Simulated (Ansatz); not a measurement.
**Single-point calculation of C (part 2 of 2)**

The same run, continued: C (slab, 24 atoms in the cell); DFT PBEsol, scalar-relativistic, plane waves, PAW, no spin polarisation (Ansatz 0.2.0); cutoff 420 eV, 14×3×1 k-mesh, Gaussian smearing of 0.1 eV. The structure derives from an entry of the Crystallography Open Database. It belongs to a series of runs on one base structure; here: (1 0 1) slab cut from the bulk.

Geometry of the input (Å; fractional positions):
```
2.4589  0.0000  0.0000
-1.2295  11.1573  0.0000
0.0000  0.0000  26.8128
C  0.9233  0.8465  0.2797
C  0.5868  0.1737  0.2976
C  0.4253  0.8506  0.3061
C  0.0889  0.1777  0.3240
C  0.4293  0.8587  0.3590
C  0.0929  0.1858  0.3768
C  0.9314  0.8628  0.3854
C  0.5949  0.1899  0.4032
C  0.9354  0.8708  0.4382
C  0.5990  0.1980  0.4561
C  0.4375  0.8749  0.4647
C  0.1010  0.2020  0.4825
C  0.4415  0.8830  0.5175
C  0.1050  0.2101  0.5353
C  0.9435  0.8870  0.5439
C  0.6071  0.2142  0.5618
C  0.9476  0.8951  0.5968
C  0.6111  0.2222  0.6146
C  0.4496  0.8992  0.6232
C  0.1132  0.2263  0.6410
C  0.4536  0.9072  0.6760
C  0.1172  0.2344  0.6939
C  0.9557  0.9113  0.7024
C  0.6192  0.2385  0.7203
```

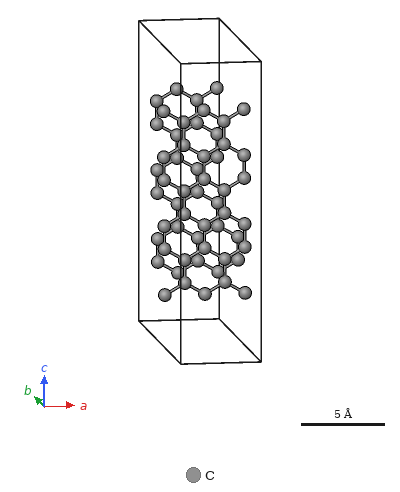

Fig. 1: The input geometry (ball-and-stick view of the 2 repeat of the cell, with the vacuum cut short, seen slightly off an axis). An atom can appear more than once, as a periodic image.

### The program's output, continued
```
SCF iter   1: F=—  HF=-5906.763024 eV  |F-HF|=—  |Δ(HF+E_count)|=         —  Δρ=1.36e-2  dr2=1.23e0  ethr=1.77e-3  p=-0.000 e·Å  D=-2.95e-12 V/Å  ΔV_dip=0.00 eV  dr2_dipole=8.53e-10  V_vac-E_F(+/−)=7.04/7.04 eV  ⟨swp⟩=13.5  Hψ=11467  notcnv=0  defer=231
efield: sawtooth ramp at fractional position 0.9800 (placed from the atoms, in the widest stretch of the axis that holds none; the zero of the levels goes with the place), width 0.0400; the density the first Hamiltonian is built on has a dipole p = -0.000 e·Å; the dipole correction subtracts the counter field D = -2.95e-12 V/Å, which shifts the + side's vacuum level by +0.00 eV against the − side's; the planar-averaged density in the ramp window peaks in size at 1.0e-4 e/Å³
preconditioner: auto → LDOS  [metal: Δε(μ)=0.010 eV  Ē_g=13.825 eV  σ=0.100 eV  W_gap=0.06  n_scr=90 (ndim 8)  ℏωp=13.4 eV  f_vac=0.636  D(μ)=14.22/eV (n_scr^D=84)  β→1.0]
SCF iter   2: F=—  HF=-5906.627481 eV  |F-HF|=—  |Δ(HF+E_count)|=   1.36e-1  Δρ=8.24e-3  dr2=9.23e-1  ethr=1.28e-3  p=-0.000 e·Å  D=-2.49e-5 V/Å  ΔV_dip=0.00 eV  dr2_dipole=4.69e-5  V_vac-E_F(+/−)=6.68/6.68 eV  ⟨swp⟩=3.1  Hψ=2853  notcnv=0  defer=377
SCF iter   3: F=—  HF=-5906.547728 eV  |F-HF|=—  |Δ(HF+E_count)|=   7.98e-2  Δρ=5.96e-3  dr2=4.84e-1  ethr=9.62e-4  p=-0.000 e·Å  D=-5.48e-6 V/Å  ΔV_dip=0.00 eV  dr2_dipole=1.31e-4  V_vac-E_F(+/−)=6.54/6.54 eV  ⟨swp⟩=2.9  Hψ=2185  notcnv=0  defer=383
SCF iter   4: F=—  HF=-5906.546066 eV  |F-HF|=—  |Δ(HF+E_count)|=   1.66e-3  Δρ=3.85e-3  dr2=2.15e-1  ethr=5.04e-4  p=-0.000 e·Å  D=-6.68e-6 V/Å  ΔV_dip=0.00 eV  dr2_dipole=4.07e-4  V_vac-E_F(+/−)=6.37/6.37 eV  ⟨swp⟩=2.3  Hψ=1934  notcnv=0  defer=383
SCF iter   5: F=—  HF=-5906.510365 eV  |F-HF|=—  |Δ(HF+E_count)|=   3.57e-2  Δρ=1.81e-3  dr2=4.17e-2  ethr=2.24e-4  p=-0.000 e·Å  D=-1.05e-5 V/Å  ΔV_dip=0.00 eV  dr2_dipole=2.47e-5  V_vac-E_F(+/−)=6.25/6.25 eV  ⟨swp⟩=2.3  Hψ=2428  notcnv=0  defer=347
SCF iter   6: F=—  HF=-5906.505063 eV  |F-HF|=—  |Δ(HF+E_count)|=   5.30e-3  Δρ=9.06e-4  dr2=1.49e-2  ethr=4.34e-5  p=-0.000 e·Å  D=-1.64e-5 V/Å  ΔV_dip=0.00 eV  dr2_dipole=3.81e-6  V_vac-E_F(+/−)=6.26/6.26 eV  ⟨swp⟩=2.7  Hψ=2099  notcnv=0  defer=347
SCF iter   7: F=—  HF=-5906.503144 eV  |F-HF|=—  |Δ(HF+E_count)|=   1.92e-3  Δρ=3.28e-4  dr2=2.24e-3  ethr=1.55e-5  p=-0.000 e·Å  D=-1.65e-5 V/Å  ΔV_dip=0.00 eV  dr2_dipole=1.75e-7  V_vac-E_F(+/−)=6.29/6.29 eV  ⟨swp⟩=2.7  Hψ=1981  notcnv=0  defer=347
SCF iter   8: F=—  HF=-5906.503024 eV  |F-HF|=—  |Δ(HF+E_count)|=   1.20e-4  Δρ=1.87e-4  dr2=6.20e-4  ethr=2.33e-6  p=-0.000 e·Å  D=-8.13e-6 V/Å  ΔV_dip=0.00 eV  dr2_dipole=1.86e-6  V_vac-E_F(+/−)=6.33/6.33 eV  ⟨swp⟩=2.7  Hψ=2126  notcnv=0  defer=347
SCF iter   9: F=—  HF=-5906.502995 eV  |F-HF|=—  |Δ(HF+E_count)|=   2.94e-5  Δρ=7.50e-5  dr2=5.88e-5  ethr=6.46e-7  p=-0.000 e·Å  D=-7.04e-6 V/Å  ΔV_dip=0.00 eV  dr2_dipole=2.96e-8  V_vac-E_F(+/−)=6.36/6.36 eV  ⟨swp⟩=2.1  Hψ=1990  notcnv=0  defer=347
SCF iter  10: F=—  HF=-5906.502691 eV  |F-HF|=—  |Δ(HF+E_count)|=   3.04e-4  Δρ=1.98e-5  dr2=2.57e-6  ethr=6.12e-8  p=-0.000 e·Å  D=-3.56e-6 V/Å  ΔV_dip=0.00 eV  dr2_dipole=6.17e-9  V_vac-E_F(+/−)=6.37/6.36 eV  ⟨swp⟩=2.0  Hψ=2053  notcnv=0  defer=347
SCF iter  11: F=—  HF=-5906.502697 eV  |F-HF|=—  |Δ(HF+E_count)|=   6.16e-6  Δρ=8.01e-6  dr2=5.56e-7  ethr=2.68e-9  p=-0.000 e·Å  D=-2.74e-6 V/Å  ΔV_dip=0.00 eV  dr2_dipole=4.09e-9  V_vac-E_F(+/−)=6.37/6.37 eV  ⟨swp⟩=2.1  Hψ=2257  notcnv=0  defer=347
SCF iter  12: F=—  HF=-5906.502698 eV  |F-HF|=—  |Δ(HF+E_count)|=   1.21e-6  Δρ=3.00e-6  dr2=1.04e-7  ethr=5.79e-10  p=-0.000 e·Å  D=-1.92e-6 V/Å  ΔV_dip=0.00 eV  dr2_dipole=3.19e-9  V_vac-E_F(+/−)=6.37/6.37 eV  ⟨swp⟩=2.2  Hψ=1753  notcnv=0  defer=347
SCF iter  13: F=-5906.502699 eV  HF=-5906.502698 eV  |F-HF|=1.02e-7  |Δ(HF+E_count)|=   3.71e-7  Δρ=1.50e-6  dr2=1.84e-8  ethr=1.04e-10  p=-0.000 e·Å  D=-1.20e-6 V/Å  ΔV_dip=0.00 eV  dr2_dipole=4.48e-10  V_vac-E_F(+/−)=6.37/6.37 eV  ⟨swp⟩=33.3  Hψ=16415  notcnv=0
SCF 1 converged in 13 iterations: F = -5906.502699 eV  dr2 = 1.84e-8
  greatest PAW one-centre occupation: 0.698 electrons in one spin orbital (limit 2), on the C atom at site 23 (counted from 0), in its partial waves of l = 0
WARN: The output density's exchange-correlation potential varies sharply where the density is thin. Do not read a vacuum level from v_tot or v_xc, or from such a field of the output density. On a cell that repeats whose density bears no net charge and no dipole along the vacuum's axis use v_es (v_loc + v_h of the components); under efield.dipole_correction with no amplitude use v_es + v_field, which holds any external_charges[].barrier, or the levels of the report's work_function block, which leave it out; under a non-zero efield.amplitude the vacuum is tilted and has no level; on a cell that repeats and bears such a dipole with no correction it is tilted too, and efield.dipole_correction with no amplitude gives each side of its ramp a level where efield: is served; in a cell that repeats whose density bears a net charge (total_charge, or a fill off its count) it is curved and has none; of a slab under crystal.periodic whose density bears no net charge use v_es, which has a level on each side, short of where the two are joined; of another it falls or rises all the way out and has none; of a slab beside external_charges read slab_vacuum_level instead, which it has where they leave it neutral. The grid or the basis barely resolves most such structure, and the values can differ between equally converged runs; as a rule a tighter scf.convergence.dr2_threshold does not remove it. Where the density itself ripples (under the LDA too) a higher basis.ecutwfc lessens it. The files hold the spikes' plane waves up to the density's cutoff. Files: v_tot_of_output_density and the like, and their columns of v_z.tsv (output.write_potential); v_xc_of_output_density and the like, and their columns of v_comp_z.tsv (output.write_potential_components). Measured: with its Gaussian average of σ = 0.25 Å subtracted twice, the exchange-correlation potential is over 0.1 eV at 8368 of the grid points where the equally averaged density (valence and model cores) is under 1e-3 e/Å³, and 1.19 eV at the most among them, at an averaged density of 3.5e-5 e/Å³. The input density's (outcome.potential() and, of a run that writes arrays, v_tot and v_xc) is over 0.1 eV, so measured, at 8405 points of its own thin density, 1.10 eV at the most. See output.write_potential in the manual, Limitations
SCF converged after 13 iterations
Free energy (F): -5906.502699 eV
Harris-Foulkes:  -5906.502698 eV  (|F-HF|=1.02e-7)
Internal energy: -5906.411757 eV  (E = F + TS)
E sigma→0 (E₀):  -5906.457228 eV
Entropy (-TS):   -0.090941 eV (-3.789 meV/atom)
Fermi energy:    -2.336540 eV
Dipole field:    D = 0.000014 V/Å  (p = 0.000055 e·Å, saw-weighted, corrected)
Work function:   Φ+ = 6.3660 eV   Φ− = 6.3664 eV
Levels:          The Fermi level and band energies are counted from a zero that moves with the ramp; work functions are not
--- Per-component energies (eV) ---
  E_band       = -1039.045560
  E_kinetic    = 2153.058720
  E_local      = -48858.820104  (includes V_loc(G=0)·N_el)
  E_nonlocal   = 660.444137
  E_hartree    = 23287.290701
  E_xc         = -1132.042755
  E_vxc        = -1405.797044  (∫ρ·V_xc dr)
  E_paw        = -2288.208030  (= ΣΔE_a)
  E_vpaw       = -162.507890  (= ΣTr[D̂ρ^β])
  E_aug_tail   = 0.000190  (compensation charges beyond the density's cutoff)
  E_efield     = 0.000000  (sawtooth field / dipole correction)
  E_vefield    = 0.000000  (∫n·V_field dr)
  E_ewald      = 20271.358972
  E_core_change = 0.506412  (= ΣΔE_core)
  E_smearing   = -0.090941  (= −TS)
  E_closure    = 0.000000  (closes the sum)
  Σ components = -5906.502699   (vs F -5906.502699, Δ=0.00e0)
--- Forces (eV/Å), atoms counted from 1 ---
  atom   1  C      0.00002065     0.18068747     1.94474526
  atom   2  C      0.00003002     0.05802138     1.89699642
  atom   3  C     -0.00002365    -0.14760771    -2.83978859
  atom   4  C     -0.00003352    -0.19286441    -2.84306099
  atom   5  C      0.00001877     0.02509738     0.98937284
  atom   6  C      0.00001822     0.08723765     1.01914218
  atom   7  C     -0.00002212    -0.01290406    -0.23679199
  atom   8  C     -0.00002193    -0.01352588    -0.25092715
  atom   9  C      0.00002015     0.01827834     0.17401486
  atom  10  C      0.00001980     0.00805955     0.18332788
  atom  11  C     -0.00001998    -0.00680848    -0.10314644
  atom  12  C     -0.00002169    -0.00658959    -0.10971338
  atom  13  C      0.00002159     0.00658933     0.10971359
  atom  14  C      0.00002002     0.00681928     0.10313263
  atom  15  C     -0.00001964    -0.00806513    -0.18332817
  atom  16  C     -0.00002015    -0.01826211    -0.17398461
  atom  17  C      0.00002224     0.01351688     0.25096423
  atom  18  C      0.00002220     0.01291297     0.23677152
  atom  19  C     -0.00001876    -0.08724135    -1.01906908
  atom  20  C     -0.00001873    -0.02509297    -0.98936903
  atom  21  C      0.00003041     0.19285561     2.84296403
  atom  22  C      0.00002820     0.14760748     2.83976068
  atom  23  C     -0.00002777    -0.05802913    -1.89705360
  atom  24  C     -0.00002434    -0.18068687    -1.94470784
  max |Σ_I F_I| component: 3.47e-5 eV/Å
--- Stress (GPa, compression-positive) ---
       -0.012284      -0.000003      -0.000033
       -0.000003      -0.080214      -0.018951
       -0.000033      -0.018950       0.136231
  P = ⅓ Tr σ = 0.0146 GPa (0.146 kbar)
--- Band table (eV; the first three rows and the last of 22) ---
  k-point 0: bands = ["-21.6176", "-21.5350", "-21.1080", "-21.0310", "-20.3020", "-20.2329", "-19.2264", "-19.1668", "-17.9168", "-17.8670", "-16.6625", "-16.6231", "-14.2585", "-14.2350", "-12.3102", "-12.2932", "-10.1892", "-10.1776", "-10.0277", "-9.4513", "-9.3360", "-8.8106", "-8.4825", "-8.4717", "-8.4588", "-8.0424", "-8.0331", "-7.9830", "-7.9710", "-7.9308", "-7.3080", "-7.2506", "-7.2401", "-6.8186", "-6.3963", "-6.3878", "-6.1333", "-6.1294", "-6.0253", "-5.6402", "-5.6336", "-5.6209", "-5.2658", "-5.2611", "-5.0229", "-4.7266", "-2.3661", "-2.3213", "-2.2317", "-2.1883", "0.0910", "0.3460", "1.2431", "1.7733", "1.9178", "2.0202", "2.7404", "3.3115", "3.5166", "3.6088", "3.7167", "3.8080", "3.9082", "3.9824", "4.2679", "4.3709", "4.5626", "4.6388", "4.7714", "4.8723", "4.9767", "5.1159"]
  k-point 1: bands = ["-21.6176", "-21.5349", "-21.1080", "-21.0310", "-20.3020", "-20.2329", "-19.2264", "-19.1668", "-17.9168", "-17.8670", "-16.6625", "-16.6231", "-14.2586", "-14.2350", "-12.3102", "-12.2932", "-10.1892", "-10.1777", "-10.0269", "-9.4509", "-9.3364", "-8.8113", "-8.4820", "-8.4715", "-8.4588", "-8.0424", "-8.0331", "-7.9828", "-7.9710", "-7.9315", "-7.3075", "-7.2505", "-7.2401", "-6.8192", "-6.3964", "-6.3878", "-6.1332", "-6.1294", "-6.0248", "-5.6402", "-5.6335", "-5.6214", "-5.2659", "-5.2610", "-5.0224", "-4.7271", "-2.3650", "-2.3201", "-2.2326", "-2.1893", "0.0929", "0.3441", "1.4889", "1.7869", "1.9981", "2.1634", "2.3357", "2.9239", "2.9937", "3.6356", "3.6706", "3.7445", "3.8938", "4.0238", "4.2586", "4.4161", "4.5973", "4.8004", "4.8900", "5.1141", "5.2047", "5.2608"]
  k-point 2: bands = ["-21.5267", "-21.4445", "-21.0176", "-20.9411", "-20.2125", "-20.1439", "-19.1386", "-19.0794", "-17.8320", "-17.7826", "-16.5834", "-16.5443", "-14.1879", "-14.1649", "-12.2570", "-12.2406", "-10.1696", "-10.1592", "-9.9177", "-9.3425", "-9.2283", "-8.8661", "-8.8506", "-8.7042", "-8.3869", "-8.3748", "-8.3735", "-8.0735", "-8.0685", "-7.8271", "-7.6372", "-7.6254", "-7.2021", "-6.7595", "-6.7502", "-6.7148", "-6.3173", "-6.3148", "-5.9382", "-5.9366", "-5.9176", "-5.6314", "-5.6257", "-5.5164", "-4.9128", "-4.6174", "-2.3426", "-2.3157", "-2.2111", "-2.1853", "0.0743", "0.3063", "1.3681", "1.7505", "1.9630", "2.0383", "2.8639", "3.3846", "3.6019", "3.6350", "3.8392", "3.8626", "3.9284", "4.0612", "4.3986", "4.5115", "4.6556", "4.7463", "4.8985", "4.9419", "5.1105", "5.1931"]
  k-point 21: bands = ["-17.3105", "-17.3105", "-17.2519", "-17.2519", "-16.8653", "-16.8653", "-16.8150", "-16.8149", "-16.4222", "-16.4221", "-15.4867", "-15.4866", "-14.8558", "-14.8558", "-14.8163", "-14.8163", "-13.7516", "-13.7516", "-13.7151", "-13.7151", "-12.8626", "-12.8626", "-12.8044", "-12.8044", "-10.5073", "-10.5073", "-10.3526", "-10.3526", "-9.4849", "-9.4849", "-9.1703", "-9.1703", "-8.8315", "-8.8314", "-5.0872", "-5.0870", "-4.8161", "-4.8159", "-4.6251", "-4.6247", "-4.5375", "-4.5375", "-4.4284", "-4.4283", "-2.6630", "-2.6629", "-2.6492", "-2.6492", "-1.5253", "-1.5245", "-1.5045", "-1.5037", "-0.3096", "-0.3090", "-0.0667", "-0.0662", "0.3112", "0.3115", "0.4505", "0.4507", "0.6850", "0.6851", "5.7514", "5.7519", "6.0803", "6.0810", "7.0237", "7.0605", "7.1973", "7.4596", "7.7436", "7.7882"]
```

### Summary

| quantity | value |
| --- | --- |
| outcome | converged |
| electrons treated | 96 |
| free energy | −5906.5027 eV |
| work function, top face | 6.37 eV |
| work function, bottom face | 6.37 eV |
| Fermi energy | −2.337 eV |
| gap on the k-point mesh | none (metallic) |
| work function (upper face) | 6.37 eV |
| largest force (length of the vector) | 2.850 eV/Å |
| hardware | 2 threads of AMD EPYC (Zen 5), 32 GiB of memory available, shared host |
| wall time | 31 s (CPU time 61 s) |
| peak memory | 1.5 GiB |

Warnings of the run: the k-point mesh lowers the symmetry that the run can use; the exchange-correlation potential is rough where the density is thin.
